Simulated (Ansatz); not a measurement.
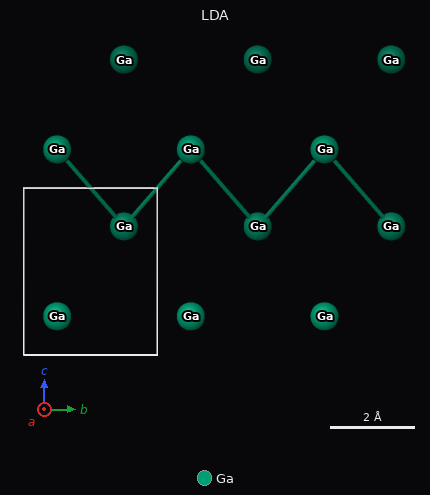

Solid Ga (set up in P2_1/m), relaxed (cell and atoms) with several functionals. The picture shows the result with LDA. The picture is a ball-and-stick view of the cell of the calculation, repeated 1 × 3 × 2 with one cell outlined, seen along the a axis.

Computed with Ansatz 0.2.0: Ansatz PAW. Set-up: plane-wave cutoff 420 eV; k-point mesh 10 × 8 × 7; occupations fermi-dirac; smearing width 0.05 eV; no spin polarisation; cell and atoms relaxed; force threshold 0.01 eV/Å.

```json
{"functional": "r2SCAN", "volume (Å³/atom)": "?", "a (Å)": "?", "b (Å)": "?", "c (Å)": "?"}
{"functional": "LDA", "volume (Å³/atom)": "17.366", "a (Å)": "2.747", "b (Å)": "3.184", "c (Å)": "4.208"}
{"functional": "PBEsol", "volume (Å³/atom)": "17.974", "a (Å)": "2.770", "b (Å)": "3.193", "c (Å)": "4.316"}
{"functional": "PBE", "volume (Å³/atom)": "19.207", "a (Å)": "2.847", "b (Å)": "3.271", "c (Å)": "4.384"}
```

**Fill in the missing row.**

With r2SCAN the volume falls between PBEsol (17.974) and PBE (19.207). The calculation gives 18.116 Å³/atom (a = 2.806 Å, b = 3.240 Å, c = 4.221 Å). In order of volume: LDA < PBEsol < r2SCAN < PBE; the spread is 10.6 %.
